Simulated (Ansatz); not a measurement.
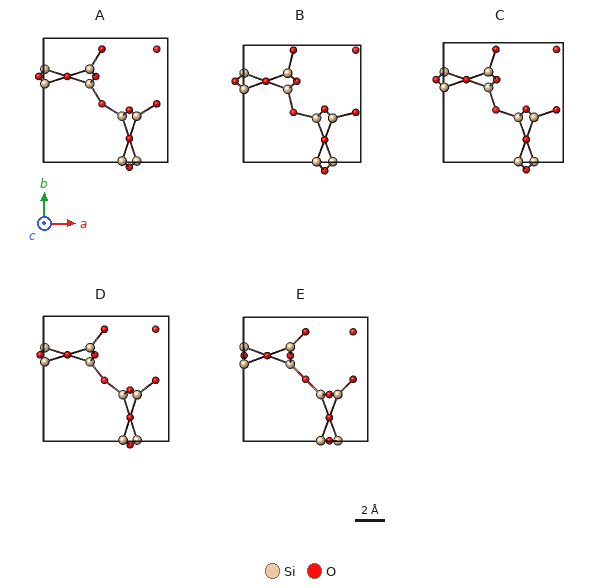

5 geometries from one relaxation of a crystal of SiO$_{2}$ (a generated structure, set up in P4_2/mcm) (coarse preliminary run), in shuffled order. A ball-and-stick model of the cell of the calculation (origin shifted), seen along the c axis.

Theory: DFT PBE, scalar-relativistic, plane waves, PAW in Ansatz. Set-up: plane-wave cutoff 420 eV; k-point mesh 2 × 2 × 4; occupations gaussian; smearing width 0.1 eV; no spin polarisation; cell and atoms relaxed; force threshold 0.04 eV/Å; at most 70 steps.

> Put them in the order of the run, from the start to the converged end.

E, D, A, C, B. They are steps 0, 2, 3, 5, 10, at +874 meV per atom, +309 meV per atom, +194 meV per atom, +18.2 meV per atom relative to the last. The energy falls by 874 meV per atom in 8 accepted moves (10 points after the start). The largest force component goes from 6.9 to 0.0098 eV/Å. Pressure: 15.41 GPa at the start and 0.07 GPa at the end. The SCF was repeated twice at an unchanged geometry on a basis and grid sized afresh for the cell, which shifted the energy by 3.2 meV per atom at most. The largest moves relative to the cell, 0.87 Å, are those of O atoms. Si stays in place. The volume changes by −15.8 %, with a = b 8.721 → 8.239 Å (−5.5 %), c 5.890 → 5.558 Å (−5.6 %). Some distances before and after: O–Si 1.511 → 1.671 Å, O–Si 1.731 → 1.635 Å, O–Si 1.590 → 1.630 Å. Among the angles between lasting bonds that change: Si–O–Si 180.0° → 117.5°, Si–O–Si 180.0° → 134.0°, O–Si–O 155.3° → 124.0°. The space group stays P4_2/mcm (No. 132).
